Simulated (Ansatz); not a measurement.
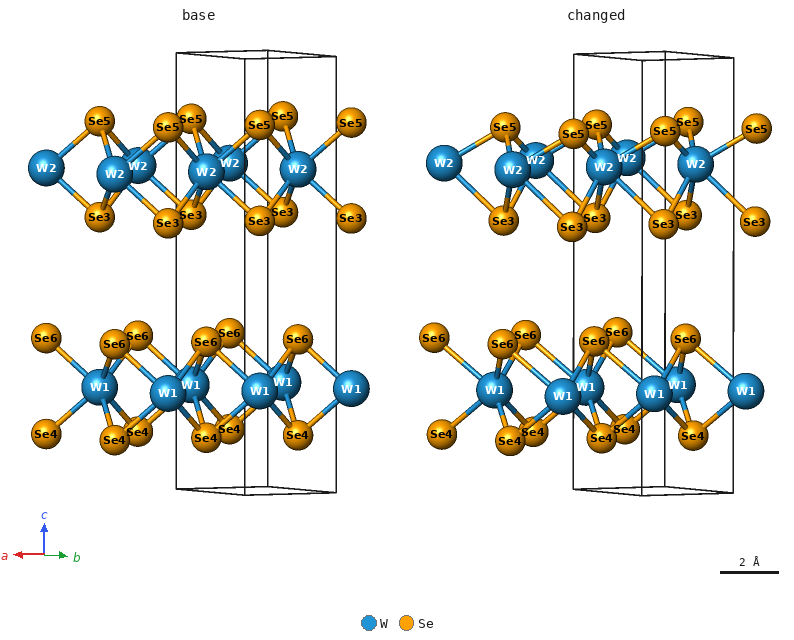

Left: crystalline WSe2 (built on the WSe2-type type). Right: the same structure after one change, at the same scale. The picture is a ball-and-stick view of the cell of the calculation, repeated 3 × 2 × 1 with one cell outlined, seen from a free direction.

These are results of DFT PBE, scalar-relativistic, plane waves, PAW in Ansatz 0.2.0, not measurements. Set-up: plane-wave cutoff 420 eV; k-point mesh 10 × 10 × 2; occupations gaussian; smearing width 0.05 eV; collinear spin.

> What distinguishes the right structure from the left one?

The cell is strained by +0.1 % along [3 3 −1], −0.1 % along [1 −1 0], −1.2 % in a general direction near [3 3 1] (volume −1.2 %) and atoms are displaced by up to 0.35 Å (root mean square over those that move 0.26 Å) relative to the cell: Se6 0.35 Å roughly along [1 −1 0], W1 0.27 Å roughly along [1 1 0]. No relaxation follows.

> What does the change do?

Some distances before and after: Se–W 2.548 → 2.076 to 2.894 Å. The space group (tolerance 0.01 Å) goes from Cmcm (No. 63) to P1 (No. 1). It costs 703 meV per atom. Pressure: 0.0 GPa before, 12.7 GPa after. The principal stresses (compression positive) are 25.4 GPa in a general direction near [3 3 1], 9.2 GPa roughly along [2 3 −1], 3.6 GPa in a general direction near [1 −1 0]. The largest force is 14 eV/Å, on W2, along [−3 −1 −1]. The forces point partly back along the displacements (cosine −0.67). The gap on the k-mesh of 1.64 eV closes: the variant is metallic.

Limits of the set-up: layers or molecules are held without a dispersion correction, so their spacing is unreliable.
